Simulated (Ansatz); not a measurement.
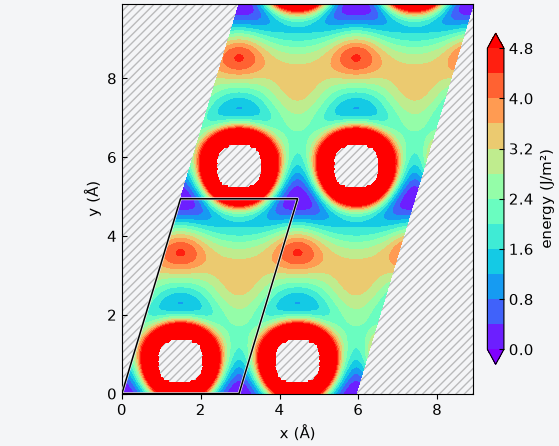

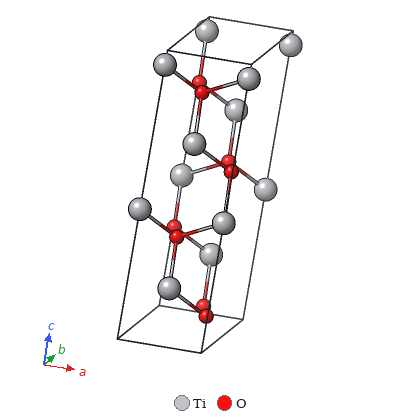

Energy landscape of TiO2 (R-3m, No. 166; 12 atoms in the cell). 
- Gamma surface: rigid slide across a plane, one fault a cell; the plane is (1 0 1) of the conventional cell, and the faces at the cut hold Ti and O.
- Places are given modulo a cell vector. The map is drawn in real space over the plane of the slide.
- Nothing is relaxed (rigid halves, spacing across the cut fixed).
- The scan uses a 6 × 6 grid; 20 points were computed and 14 follow by symmetry. At 2 points there is no value (left out of the scan, as a rule where atoms come close).
- Energies are in J/m², from the lowest grid point.
- All numbers below come from Ansatz 0.2.0, DFT PBE+D3(BJ), scalar-relativistic, plane waves, PAW. Settings: cutoff 520 eV, k-mesh 9×6×3 in the order of the run's cell vectors, gaussian smearing 0.05 eV, no spin polarisation.

The picture shows filled contours, the outline of one cell of the 2 × 2 shown, one colour for all values above the top of the scale, hatched blanks where no value was computed. Between grid points the surface is interpolated. The second picture is the structure at the lowest point

### Where are the wells?

The lowest grid point is at (0/6, 0/6) of the cell vectors. There is a further well near (1/6, 3/6) of the cell vectors (1.5 J/m² above the lowest at that grid point). These are metastable stacking faults of the rigid slide. The highest grid point, (1/6, 1/6) of the cell vectors, lies 10.5 J/m² above the lowest. On the interpolated surface the easiest way out of the lowest well to its copy in the next cell or period passes a barrier of about 1.5 J/m².

The values on the grid:

| slide along a2 ↓, slide along a1 → | 0/6 | 1/6 | 2/6 | 3/6 | 4/6 | 5/6 |
| --- | --- | --- | --- | --- | --- | --- |
| 5/6 | 2.6 | 2.6 | 2.0 | 1.7 | 1.7 | 2.0 |
| 4/6 | 3.7 | 4.0 | 3.7 | 3.4 | 3.3 | 3.4 |
| 3/6 | 2.2 | 1.5 | 1.5 | 2.2 | 3.0 | 3.0 |
| 2/6 | 2.6 | 5.0 | 7.6 | 5.0 | 2.6 | 2.4 |
| 1/6 | 2.2 | 10.5 | – | – | 10.5 | 2.2 |
| 0/6 | 0.0 | 1.0 | 5.2 | 8.5 | 5.2 | 1.0 |

Each point was launched as `ansatz run input.yaml --threads 2 --pin off --max-ram 4096MiB --backend cpu --events-out ev --progress --plain --runs-dir out`. The whole map (20 points run) took 46 min on 2 threads of Arm Neoverse N1, with other jobs on the host.

PAW datasets: the set soft_1.
